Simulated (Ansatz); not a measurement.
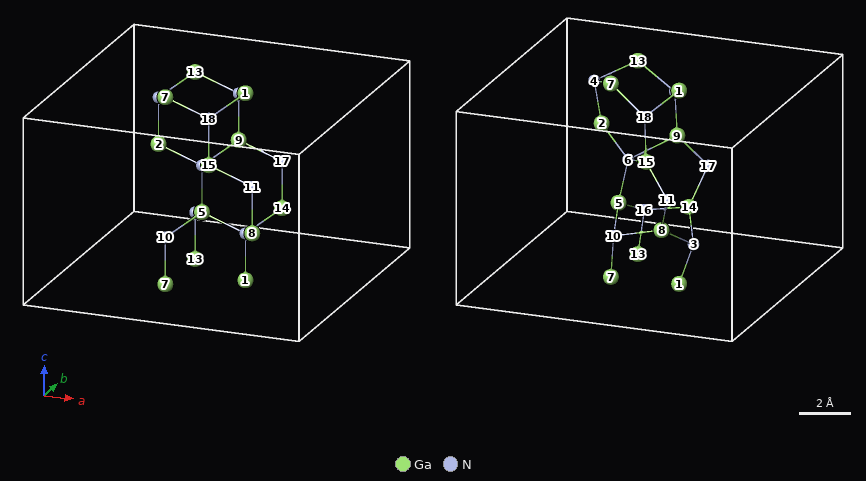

Two geometries of a wire of composition GaN, drawn at one scale. One is the start of a relaxation, the other its converged end. The picture is a ball-and-stick view of the cell of the calculation, with the vacuum cut short, seen slightly off an axis.

Level of theory: DFT PBE, scalar-relativistic, plane waves, PAW (Ansatz). Settings: plane-wave cutoff 420 eV; k-point mesh 1 × 1 × 4; occupations gaussian; smearing width 0.05 eV; collinear spin; cell relaxed at fixed a, b, alpha, beta, gamma; force threshold 0.02 eV/Å; at most 45 steps.

Question: Which one is relaxed?

Answer: The right one is the relaxed one. Case: wire along [1 1 1], 18 atoms a period. The energy falls by 6.974 eV per cell of the calculation in 15 accepted moves (20 points after the start). The largest force component goes from 2.4 to 0.0059 eV/Å. The line search rejected the trial steps at points 12, 14, 16 of the run. At 2 points the geometry stayed and the basis and grid were re-selected for the new cell (energy shift of 23.7 meV per cell of the calculation at most each time). The largest moves relative to the centre of the atoms, 1.08 Å, are those of Ga atoms. By element the largest moves are Ga 1.08 Å, N 1.00 Å. Along the periodic axis the drawn cell goes c 7.878 → 8.146 Å (+3.4 %). Near-neighbour distances that change, for instance: Ga–N 3.771 → 2.029 Å, Ga–N 1.970 → 3.469 Å, Ga–N 1.970 → 2.302 Å, Ga–N 1.970 → 1.780 Å. New bonds form, among them: Ga–N (3.77 → 2.03 Å). Bonds break, among them: Ga–N (1.97 → 3.47 Å). Bond angles that change, for instance: N–Ga–N 109.5° → 150.6°, N–Ga–N 109.5° → 139.6°, Ga–N–Ga 109.5° → 130.1°. The program noted that the starting moments weren't kept. The run may lie on a higher electronic state than the lowest, so the end point isn't shown to be the ground-state structure. Cost: 9.2 min on 4 threads of Intel(R) Xeon(R) 6975P-C (Granite Rapids), on a shared host, peak memory 3.4 GiB.
